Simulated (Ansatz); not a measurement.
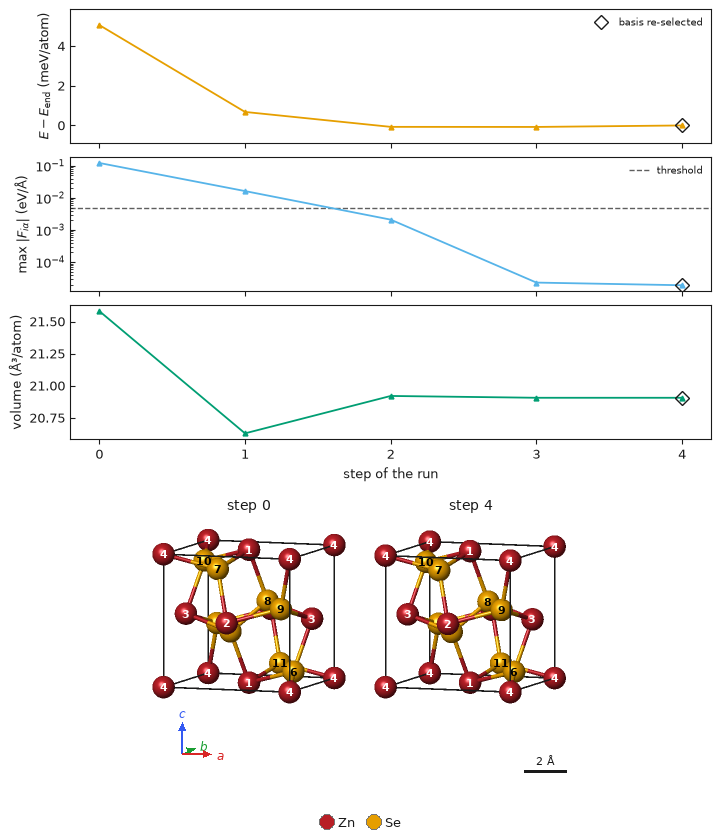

First and last geometry of a relaxation of a crystal of ZnSe$_{2}$ (set up in Pa-3), with the history of the run. A ball-and-stick model of the cell of the calculation, seen slightly off an axis.

All numbers below come from DFT r2SCAN, scalar-relativistic, plane waves, PAW (Ansatz). Set-up: plane-wave cutoff 500 eV; k-point mesh 4 × 4 × 4; occupations gaussian; smearing width 0.02 eV; no spin polarisation; cell and atoms relaxed; force threshold 0.005 eV/Å; at most 80 steps.

**What do the curves and the structures tell?**

It converged. The energy falls by 5.1 meV per atom in 3 accepted moves (4 points after the start). Largest force component: 0.12 eV/Å at the start, under 0.0001 eV/Å at the end. Pressure: −2.25 GPa at the start and −0.01 GPa at the end. The SCF was repeated once at an unchanged geometry on a basis and grid sized afresh for the cell, which shifted the energy by 0.1 meV per atom at most. No atom moves by more than 0.005 Å relative to the cell. The drawn cell changes as follows: a = b = c 6.374 → 6.307 Å (−1.1 %); the volume changes by −3.1 %. Near-neighbour distances that change, for instance: Se–Se 2.396 → 2.366 Å, Se–Zn 2.680 → 2.653 Å. The space group stays Pa-3 (No. 205). The run took 50 s on 2 threads of Intel(R) Xeon(R) 6975P-C (Granite Rapids), with other jobs on the host, peak memory 1.3 GiB.

```
step  E − E(0), meV/atom  largest force component, eV/Å  pressure, GPa  volume, Å³/atom                      note
   0                0.00                         0.1228          -2.25           21.581                          
   1               -4.38                         0.0164           0.88           20.629                          
   2               -5.13                         0.0021          -0.05           20.921                          
   3               -5.14                         0.0000           0.00           20.907                          
   4               -5.06                         0.0000          -0.01           20.907  same geometry, new basis
```
